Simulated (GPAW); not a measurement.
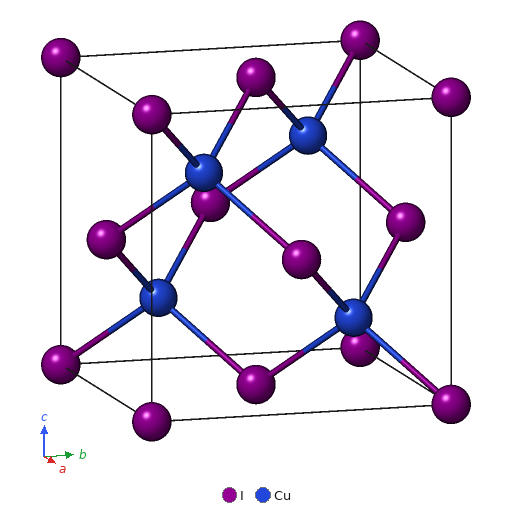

System: CuI, space group F-43m (No. 216). The picture shows the conventional cell.

Input of the run:
```
from ase import Atoms
from ase.eos import EquationOfState
from ase.io import Trajectory
from ase.units import GPa
from gpaw import GPAW, PW

atoms = Atoms(['I', 'Cu'],
              cell=[[0.0, 3.0315, 3.0315],
                    [3.0315, 0.0, 3.0315],
                    [3.0315, 3.0315, 0.0]],
              scaled_positions=[[0.0, 0.0, 0.0],
                                [0.75, 0.75, 0.75]],
              pbc=True)

traj = Trajectory('eos.traj', 'w')
volumes, energies = [], []
for x in [0.94, 0.96, 0.98, 1.0, 1.02, 1.04, 1.06]:
    a = atoms.copy()
    a.set_cell(atoms.cell * x**(1 / 3), scale_atoms=True)
    calc = GPAW(mode=PW(600),
                xc='MGGA_X_R2SCAN+MGGA_C_R2SCAN',
                kpts={'size': (8, 8, 8), 'gamma': True},
                occupations={'name': 'fermi-dirac', 'width': 0.05},
                nbands=19,
                convergence={'density': 1e-05, 'energy': 1e-05},
                maxiter=150,
                txt=f'eos-{x:.2f}.txt')
    a.calc = calc
    energies.append(a.get_potential_energy(force_consistent=True))
    volumes.append(a.get_volume())
    p = -a.get_stress()[:3].mean() / GPa
    calc.write(f'eos-{x:.2f}.gpw')
    traj.write(a)
    print(f'{x:.2f} {volumes[-1]:10.4f} A^3 {energies[-1]:14.6f} eV {p:9.3f} GPa', flush=True)

v0, e0, B = EquationOfState(volumes, energies, eos='birchmurnaghan').fit()
print(f'V0 = {v0:.4f} A^3, E0 = {e0:.6f} eV, B0 = {B / GPa:.2f} GPa')
```

Command:
```bash
OMP_NUM_THREADS=1 python run.py
```

How it was computed, with GPAW 26.7.0: PAW DFT in plane waves, on a grid or in atomic orbitals, no spin polarisation; energies at scaled volumes of the given cell, shape and fractions fixed, counted from the fit's minimum, third-order Birch-Murnaghan fit. Level: r2SCAN.

| setting | value |
| --- | --- |
| k mesh | 8×8×8 |
| occupations | Fermi–Dirac |
| smearing width | 0.05 eV |
| potentials | GPAW PAW data sets (gpaw data 1.2.1) |
| wave cutoff | 600 eV |
| program settings | basis pw |

Describe the result: the energy and pressure against volume. The volume takes the values 26.19, 26.75, 27.30, 27.86, 28.42, 28.97, 29.53 Å³/atom.

A third-order Birch–Murnaghan fit gives V0 = 27.74 Å³/atom, B0 = 43.4 GPa and B′ = 5.2. The energy is 13.31 meV/atom at volume 26.19 Å³/atom and 13.71 meV/atom at 29.53 Å³/atom; the lowest computed point is at volume 27.86 Å³/atom (0.06 meV/atom). The pressure falls from 2.83 GPa at volume 26.19 Å³/atom to −2.37 GPa at 29.53 Å³/atom, and changes sign near 27.70 Å³/atom.

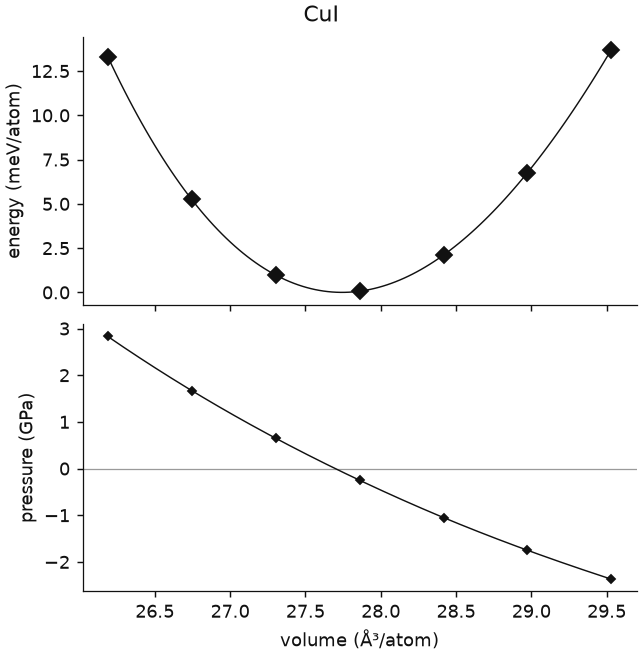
